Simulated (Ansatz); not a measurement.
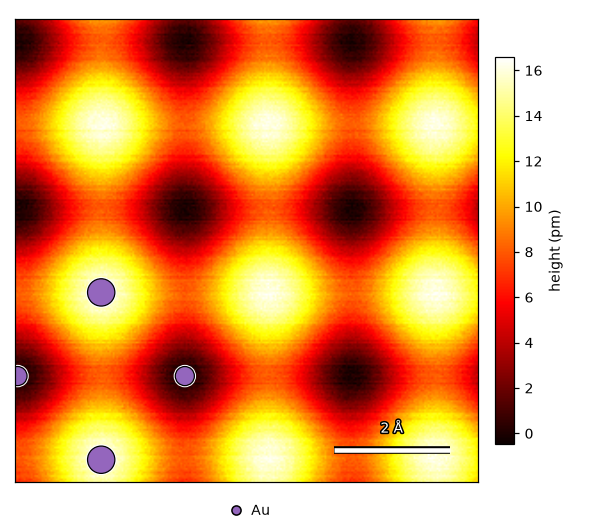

Constant-current image at a set point of 6.7 × 10⁻⁴ e/Å³ of Au(100) (Fm-3m bulk, 6 atomic planes (those closer than 0.6 Å count as one), 10 Å), sample bias +1.50 V. The atoms seen from above are drawn over one corner (deeper ones smaller). Noise was added to mimic a scan.

Images follow the Tersoff–Hamann model: the current is the local density of the sample's states between the Fermi level and the bias, at the tip's centre. Bias windows are sharp sums over the levels of the k mesh.

Level of theory: DFT PBE, scalar-relativistic, plane waves, PAW (Ansatz 0.2.0). Cutoff 420 eV, 17 × 17 k-points, Gaussian smearing 0.1 eV, dipole correction. The slab is a cut without reconstruction beyond its cell, at the source's lattice constants, with its lower half held fixed and the rest relaxed. No spin polarisation. Spin–orbit coupling is left out; with Au it can shift levels and gaps. The run couldn't confirm all of its levels under its output density. The run warns that the functional's potential is rough in the thin density of the vacuum, where the tip is; weak contrasts and barriers may feel it.

```xyz
6
Lattice="2.8928 0.0000 0.0000 0.0000 2.8928 0.0000 0.0000 0.0000 27.2275" Properties=species:S:1:pos:R:3 pbc="T T T"
Au    1.4464    1.4464    8.5000
Au    0.0000    0.0000   10.5455
Au    1.4464    1.4464   12.5910
Au    0.0000    0.0000   14.7146
Au    1.4464    1.4464   16.8340
Au    0.0000    0.0000   18.9299
```

The last single point, restarted from the relaxation's density, took 81 s on 1 thread of Arm Neoverse V2 (shared host), peak memory 0.7 GiB.

> Which atoms or sites appear bright, which dark, and how strong is the contrast?

The brightest spots lie over the top Au atoms; the darkest points are over the sites above the Au atoms 2.1 Å below the top plane. The corrugation is 16 pm at a mean tip height of 3.0 Å.
